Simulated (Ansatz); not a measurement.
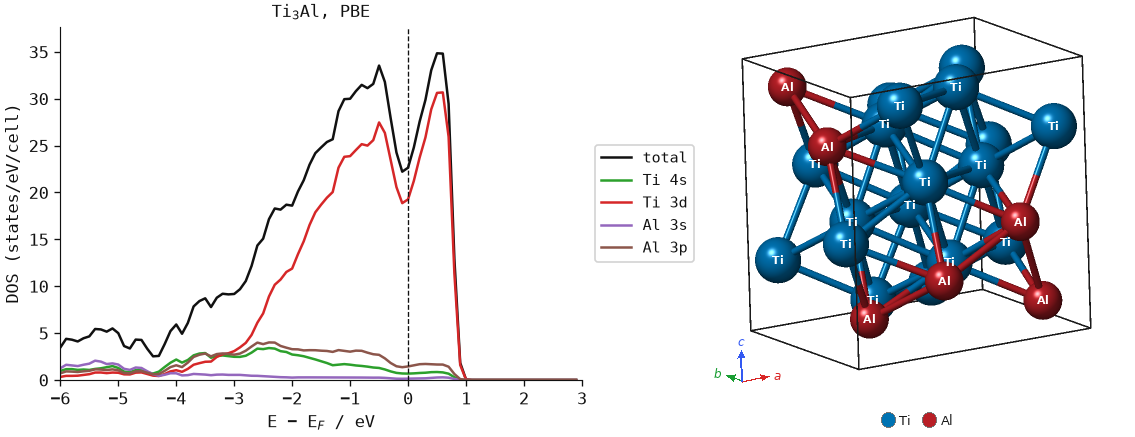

What does this figure show?

Density of states of Ti₃Al, space group P1 (No. 1), 24 atoms in the cell, beside the structure. Computed with Ansatz 0.2.0: DFT PBE, scalar-relativistic, plane waves, PAW, no spin polarisation, 5×5×5 k mesh, 420 eV cutoff. Energies are counted from the Fermi level. The partial curves are projected on Löwdin-orthogonalised atomic shells.

It is a metal. The density of states at the Fermi level is about 24 per eV and cell (mean within 0.25 eV), or 1 per atom. By projected weight, the states within 0.3 eV of the Fermi level are Ti 3d (90 %).
